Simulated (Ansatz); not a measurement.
# Two runs on MoS2

System: MoS2 (P1, 9 atoms in the cell).
Method of run A: DFT, PBEsol, plane waves, PAW, spin-polarised (Ansatz 0.2.0).

The structure derives from a Materials Project entry. Text and figures count atoms from 1; the logs count them from 0 in places.

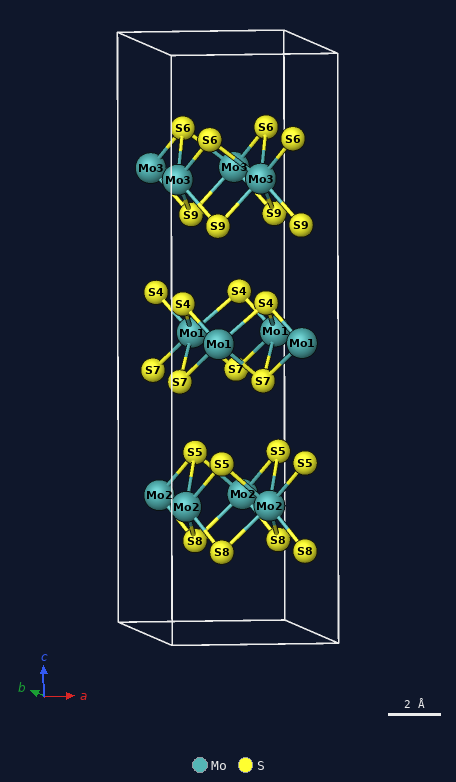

**Figure 1.** The structure (ball-and-stick view of the 2 × 2 repeat of the cell, with the vacuum cut short, seen slightly off an axis; atoms are numbered from 1 in the order of the input). An atom can appear more than once, as a periodic image. Near neighbours in the periodic cell (some may lie outside the picture): Mo has 6 S at 2.30 to 2.77 Å; S has 3 Mo at 2.30 to 2.77 Å.

**Input file, run A**
```yaml
crystal:
  lattice:
    - [3.2851251187, 0.1063354837, 0.0535642835]
    - [-1.5504733292, 2.7250369715, 0.0071333407]
    - [0.4777696715, 0.3493097, 28.7346950446]
  atoms:
    - { symbol: Mo, position: [0.674500072, 0.3362772748, 0.0022728766] }
    - { symbol: Mo, position: [0.3791092571, 0.6433037994, 0.7742825696] }
    - { symbol: Mo, position: [0.2707578004, 0.6065149675, 0.2246331505] }
    - { symbol: S, position: [0.3545253583, 0.6765108708, 0.0525557048] }
    - { symbol: S, position: [0.728098299, 0.3898438078, 0.8365309495] }
    - { symbol: S, position: [0.5742539388, 0.3482309771, 0.2831655153] }
    - { symbol: S, position: [0.308083927, 0.6517265141, 0.9460058132] }
    - { symbol: S, position: [0.7114449654, 0.3475225659, 0.7160441982] }
    - { symbol: S, position: [0.6658930486, 0.333402556, 0.1645092223] }
basis:
  ecutwfc: 420
kpoints:
  mp_grid: { grid: [12, 12, 1] }
hamiltonian:
  xc: pbesol
scf:
  occupations: { method: gaussian, width: 0.05 }
  mixing: { preconditioner: resta }
output:
  forces: true
  eigenvalues: true
  stress: true
magnetization:
  spin_polarized: true
```

Command:
```bash
ansatz run input.yaml --threads 2 --pin off --max-ram 5120MiB --backend cpu --events-out ev --progress --plain --runs-dir out
```

Hardware: 2 threads of Intel Xeon @ 2.50GHz (Skylake/Cascade Lake), 189 GiB of memory available, shared host.

**Output, shortened to warnings, some set-up lines, iterations and results (run A)**
```
Basis set: ecut = 420 eV, 5151 PW (Γ), exchange–correlation on 48×48×400 points (8 copies of the dense FFT grid, shifted against one another)
Symmetry: 1 space group operations
k-points: 74 of 144 (time reversal used)
Initial density: superposition of atomic densities (neutral atoms: chi_scale 0, normalization atom)
[...]
SCF iter   1: F=—  HF=-20013.041674 eV  |F-HF|=—  |Δ(HF+E_count)|=         —  Δρ=3.71e-2 (↑3.71e-2 ↓3.71e-2)  dr2=2.51e1  dr2_m=0.00e0  M=0.000 μB ∫|m|=0.000 μB  β_m=0.30  …
SCF iter   2: F=—  HF=-20008.667559 eV  |F-HF|=—  |Δ(HF+E_count)|=    4.37e0  Δρ=1.36e-2 (↑1.36e-2 ↓1.36e-2)  dr2=2.49e0  dr2_m=0.00e0  M=0.000 μB ∫|m|=0.000 μB  β_m=0.33  …
SCF iter   3: F=—  HF=-20001.088367 eV  |F-HF|=—  |Δ(HF+E_count)|=    7.58e0  Δρ=3.05e-2 (↑3.05e-2 ↓2.90e-2)  dr2=2.77e0  dr2_m=1.95e0  M=6.623 μB ∫|m|=6.625 μB  ethr=3.10e-3 …
SCF iter   4: F=—  HF=-20006.952568 eV  |F-HF|=—  |Δ(HF+E_count)|=         —  Δρ=2.97e-2 (↑2.97e-2 ↓2.55e-2)  dr2=9.91e-1  dr2_m=1.65e0  M=0.050 μB ∫|m|=0.870 μB  β_m=0.33  …
SCF iter   5: F=—  HF=-20007.442364 eV  |F-HF|=—  |Δ(HF+E_count)|=   4.90e-1  Δρ=2.05e-2 (↑2.05e-2 ↓1.79e-2)  dr2=4.24e-1  dr2_m=7.96e-1  M=0.011 μB ∫|m|=0.676 μB  β_m=0.66  …
[... 11 lines ...]
SCF iter  17: F=-20007.932126 eV  HF=-20007.932126 eV  |F-HF|=1.85e-8  |Δ(HF+E_count)|=   8.33e-9  Δρ=8.20e-7 (↑8.20e-7 ↓8.20e-7)  dr2=2.39e-8  dr2_m=0.00e0  M=0.000 μB …
SCF iter  18: F=-20007.932125 eV  HF=-20007.932126 eV  |F-HF|=1.67e-6  |Δ(HF+E_count)|=   1.64e-7  Δρ=5.40e-6 (↑5.40e-6 ↓5.40e-6)  dr2=1.74e-6  dr2_m=0.00e0  M=0.000 μB …
SCF iter  19: F=-20007.932126 eV  HF=-20007.932126 eV  |F-HF|=1.02e-7  |Δ(HF+E_count)|=   1.55e-7  Δρ=1.16e-6 (↑1.16e-6 ↓1.16e-6)  dr2=1.05e-7  dr2_m=0.00e0  M=0.000 μB …
SCF iter  20: F=-20007.932126 eV  HF=-20007.932126 eV  |F-HF|=6.29e-9  |Δ(HF+E_count)|=   8.09e-9  Δρ=2.60e-7 (↑2.60e-7 ↓2.60e-7)  dr2=6.50e-9  dr2_m=0.00e0  M=0.000 μB …
SCF 1 converged in 20 iterations: F = -20007.932126 eV  dr2 = 6.50e-9
SCF converged after 20 iterations
an eigenvalue changed by more than its tolerance at an iteration that met the thresholds in force, so the SCF went on 2 times, its first undamped step at iteration 17: the last check found none over its tolerance
Magnetization: 0.0000 μB (39.0000 up, 39.0000 down)
Absolute magnetization: 0.0000 μB (∫|ρ↑−ρ↓|)
Spin contamination: 0.0000 ħ² per cell (⟨S²⟩ above its minimum at these occupations)
Per-site moments (μB) at R_I (Å): [(0.0, 0.9488969095240235), (0.0, 0.9841427173825468), (0.0, 0.9526315348042932), (0.0, 0.9488969095240235), (0.0, 1.0206092066878951), (0.0, 0.9526315348042932), (0.0, 0.991046687964236), (0.0, 0.9841427173825468), (0.0, 1.035969448424765)]
Free energy (F): -20007.932126 eV
Harris-Foulkes:  -20007.932126 eV  (|F-HF|=6.29e-9)
Internal energy: -20007.932126 eV  (E = F + TS)
E sigma→0 (E₀):  -20007.932126 eV
Fermi energy:    4.824632 eV
--- Per-component energies (eV) ---
  E_band       = -943.728092
  E_kinetic    = 1943.531404
  E_local      = -41004.947736  (includes V_loc(G=0)·N_el)
  E_nonlocal   = 603.805279
  E_hartree    = 19588.009882
  E_xc         = -1116.341212
  E_vxc        = -1199.582415  (∫ρ·V_xc dr)
  E_paw        = -12934.344738  (= ΣΔE_a)
  E_vpaw       = -462.561578  (= ΣTr[D̂ρ^β])
  E_aug_tail   = 0.000125  (compensation charges beyond the density's cutoff)
  E_ewald      = 12911.355276
  E_core_change = 0.999594  (= ΣΔE_core)
  E_smearing   = -0.000000  (= −TS)
  E_closure    = 0.000000  (closes the sum)
  Σ components = -20007.932126   (vs F -20007.932126, Δ=0.00e0)
--- Forces (eV/Å), atoms counted from 1 ---
  atom   1  Mo     0.08611732    -0.03394157    -2.66191090
  atom   2  Mo    -0.83776594     1.80064648     0.84922317
  atom   3  Mo    -0.93795257     2.41138562    -1.02275092
  atom   4  S     -1.02723938    -0.60294810     1.52643231
  atom   5  S      0.13091425    -1.14416490    -3.01089388
  atom   6  S      1.30631670    -1.54161092    -1.69868686
  atom   7  S      0.94492542     0.63458162     1.12776455
  atom   8  S      0.70509847    -0.65598157     2.19144977
  atom   9  S     -0.37041728    -0.86796752     2.69937000
  max |Σ_I F_I| component: 3.01e-6 eV/Å
--- Stress (GPa, compression-positive) ---
       -8.376702      -3.476364      -0.860433
       -3.476364      -6.260837      -2.532629
       -0.860433      -2.532629     -10.151077
  P = ⅓ Tr σ = -8.2629 GPa (-82.629 kbar)
```

For run B the input was changed thus:
```diff
-  mixing: { preconditioner: resta }
-magnetization:
-  spin_polarized: true
```

How does run B compare with run A?

The energy is the same within 0.01 meV per atom. The SCF takes 12 iterations against 20. On the same kind of shared host run B took about 0.4 times as long.

**Output, shortened to warnings, some set-up lines, iterations and results (run B)**
```
Basis set: ecut = 420 eV, 5151 PW (Γ), exchange–correlation on 48×48×400 points (8 copies of the dense FFT grid, shifted against one another)
Symmetry: 1 space group operations
k-points: 74 of 144 (time reversal used)
Initial density: superposition of atomic densities (neutral atoms: chi_scale 0, normalization atom), corrected by the library's trained network
[...]
SCF iter   1: F=—  HF=-20007.946038 eV  |F-HF|=—  |Δ(HF+E_count)|=         —  Δρ=5.87e-3  dr2=2.65e-1  ethr=1.77e-3  ⟨swp⟩=9.5  Hψ=17188  notcnv=0
SCF iter   2: F=—  HF=-20007.935297 eV  |F-HF|=—  |Δ(HF+E_count)|=   1.07e-2  Δρ=3.61e-3  dr2=6.16e-2  ethr=3.40e-4  ⟨swp⟩=2.0  Hψ=4717  notcnv=0  defer=113
SCF iter   3: F=—  HF=-20007.932132 eV  |F-HF|=—  |Δ(HF+E_count)|=   3.17e-3  Δρ=1.89e-3  dr2=1.40e-2  ethr=7.89e-5  ⟨swp⟩=2.0  Hψ=4763  notcnv=0  defer=49
SCF iter   4: F=—  HF=-20007.932710 eV  |F-HF|=—  |Δ(HF+E_count)|=   5.78e-4  Δρ=1.02e-3  dr2=6.72e-3  ethr=1.79e-5  ⟨swp⟩=2.1  Hψ=4512  notcnv=0  defer=49
SCF iter   5: F=—  HF=-20007.932234 eV  |F-HF|=—  |Δ(HF+E_count)|=   4.77e-4  Δρ=2.78e-4  dr2=5.85e-4  ethr=8.61e-6  ⟨swp⟩=2.1  Hψ=4256  notcnv=0  defer=49
SCF iter   6: F=—  HF=-20007.932178 eV  |F-HF|=—  |Δ(HF+E_count)|=   5.60e-5  Δρ=1.59e-4  dr2=2.41e-4  ethr=7.50e-7  ⟨swp⟩=2.1  Hψ=5032  notcnv=0  defer=48
SCF iter   7: F=—  HF=-20007.932142 eV  |F-HF|=—  |Δ(HF+E_count)|=   3.55e-5  Δρ=8.86e-5  dr2=4.64e-5  ethr=3.09e-7  ⟨swp⟩=2.2  Hψ=4964  notcnv=0  defer=48
SCF iter   8: F=—  HF=-20007.932127 eV  |F-HF|=—  |Δ(HF+E_count)|=   1.53e-5  Δρ=4.70e-5  dr2=1.42e-5  ethr=5.94e-8  ⟨swp⟩=2.0  Hψ=4808  notcnv=0  defer=47
SCF iter   9: F=—  HF=-20007.932126 eV  |F-HF|=—  |Δ(HF+E_count)|=   7.36e-7  Δρ=1.55e-5  dr2=2.64e-6  ethr=1.82e-8  ⟨swp⟩=2.0  Hψ=4455  notcnv=0  defer=47
SCF iter  10: F=—  HF=-20007.932126 eV  |F-HF|=—  |Δ(HF+E_count)|=   3.35e-8  Δρ=9.40e-6  dr2=7.55e-7  ethr=3.38e-9  ⟨swp⟩=2.0  Hψ=4760  notcnv=0  defer=45
SCF iter  11: F=—  HF=-20007.932126 eV  |F-HF|=—  |Δ(HF+E_count)|=   1.23e-8  Δρ=4.62e-6  dr2=1.37e-7  ethr=9.68e-10  ⟨swp⟩=2.0  Hψ=4870  notcnv=0  defer=45
SCF iter  12: F=-20007.932126 eV  HF=-20007.932126 eV  |F-HF|=4.35e-9  |Δ(HF+E_count)|=   2.07e-8  Δρ=2.65e-6  dr2=3.49e-8  ethr=1.28e-10  ⟨swp⟩=8.3  Hψ=13610  notcnv=0
SCF 1 converged in 12 iterations: F = -20007.932126 eV  dr2 = 3.49e-8
SCF converged after 12 iterations
Free energy (F): -20007.932126 eV
Harris-Foulkes:  -20007.932126 eV  (|F-HF|=4.35e-9)
Internal energy: -20007.932126 eV  (E = F + TS)
E sigma→0 (E₀):  -20007.932126 eV
Fermi energy:    4.824480 eV
--- Per-component energies (eV) ---
  E_band       = -943.737352
  E_kinetic    = 1943.532451
  E_local      = -41004.957801  (includes V_loc(G=0)·N_el)
  E_nonlocal   = 603.806158
  E_hartree    = 19588.018564
  E_xc         = -1116.341269
  E_vxc        = -1199.582496  (∫ρ·V_xc dr)
  E_paw        = -12934.345223  (= ΣΔE_a)
  E_vpaw       = -462.562110  (= ΣTr[D̂ρ^β])
  E_aug_tail   = 0.000125  (compensation charges beyond the density's cutoff)
  E_ewald      = 12911.355276
  E_core_change = 0.999594  (= ΣΔE_core)
  E_smearing   = -0.000000  (= −TS)
  E_closure    = -0.000000  (closes the sum)
  Σ components = -20007.932126   (vs F -20007.932126, Δ=0.00e0)
--- Forces (eV/Å), atoms counted from 1 ---
  atom   1  Mo     0.08611683    -0.03394129    -2.66191302
  atom   2  Mo    -0.83776114     1.80064422     0.84921194
  atom   3  Mo    -0.93794923     2.41138509    -1.02275399
  atom   4  S     -1.02723737    -0.60294723     1.52641972
  atom   5  S      0.13091294    -1.14416302    -3.01090327
  atom   6  S      1.30631136    -1.54160869    -1.69871349
  atom   7  S      0.94492546     0.63458152     1.12776321
  atom   8  S      0.70509417    -0.65598142     2.19146871
  atom   9  S     -0.37041793    -0.86796663     2.69937172
  max |Σ_I F_I| component: 4.85e-5 eV/Å
--- Stress (GPa, compression-positive) ---
       -8.376780      -3.476355      -0.860434
       -3.476355      -6.260926      -2.532631
       -0.860434      -2.532631     -10.151094
  P = ⅓ Tr σ = -8.2629 GPa (-82.629 kbar)
```

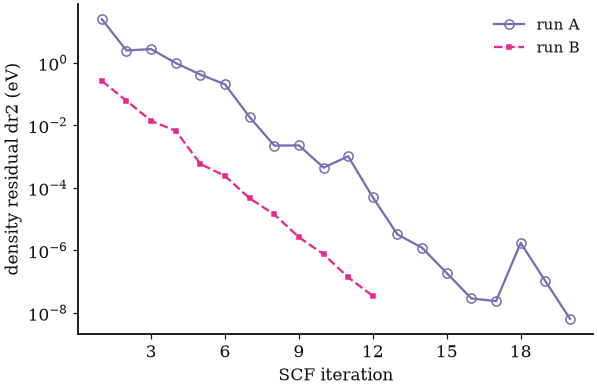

**Figure 2.** Convergence of the two runs: density residual dr2 against the SCF iteration. Run A takes 20 iterations in all, and run B takes 12.

**The two runs side by side**

```csv
quantity,run A,run B
outcome,converged,converged
free energy per atom (eV),−2223.1036,−2223.1036
gap on the mesh (eV),0.67,0.67
net moment of the cell (μB),0.00,–
absolute moment of the cell (μB),0.00,–
pressure (GPa),−8.26,−8.26
largest force (eV/Å),3.224,3.224
SCF iterations,20,12
irreducible k-points,74,74
plane waves at Γ,5151,5151
wall time (shared host),3.2 min,76 s
```

For both runs: The cell is under a tension of 8.3 GPa at this level, so it is not at its equilibrium volume. For run A: Warnings: spin is on but no starting moments are given.
